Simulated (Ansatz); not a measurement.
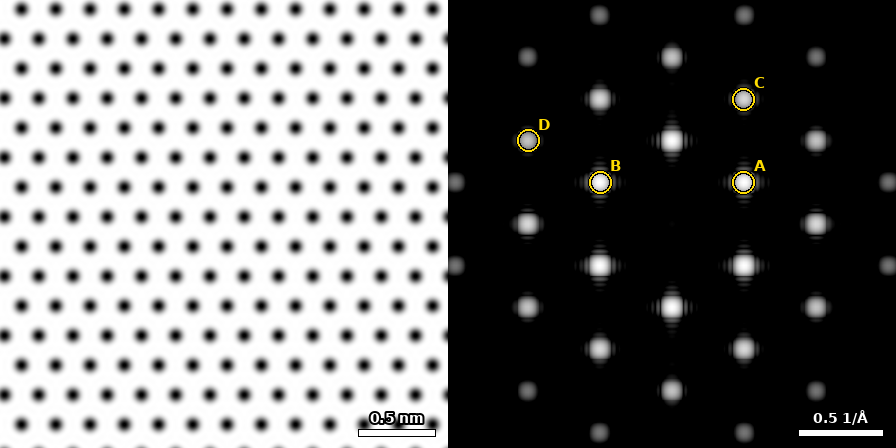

HRTEM-like image of Hg (R-3m, No. 166) along [001]. Simulated in the weak-phase-object approximation with neutral-atom potentials: 200 kV, Cs = 10 µm, defocus −60 Å (negative is underfocus), defocus spread 12 Å, aperture 1.35 1/Å. Structure: coordinates from a relaxation at fixed volume with DFT r2SCAN, scalar-relativistic, plane waves, PAW in Ansatz.

The right panel is the modulus of the image's Fourier transform on a logarithmic scale.

a = 3.973 Å, b = 3.973 Å, c = 5.926 Å, α = 90.00°, β = 90.00°, γ = 120.00°

Index the marked spots and give their plane spacings (the zone axis points at the viewer; indices equivalent by symmetry, or all signs reversed, are as good).

Answer. A: (-2 1 0), d = 1.99 Å; B: (1 -2 0), d = 1.99 Å; C: (-3 0 0), d = 1.15 Å; D: (2 -4 0), d = 0.99 Å. A and B enclose 120°, and every spot obeys the zone law hu + kv + lw = 0 for [001].
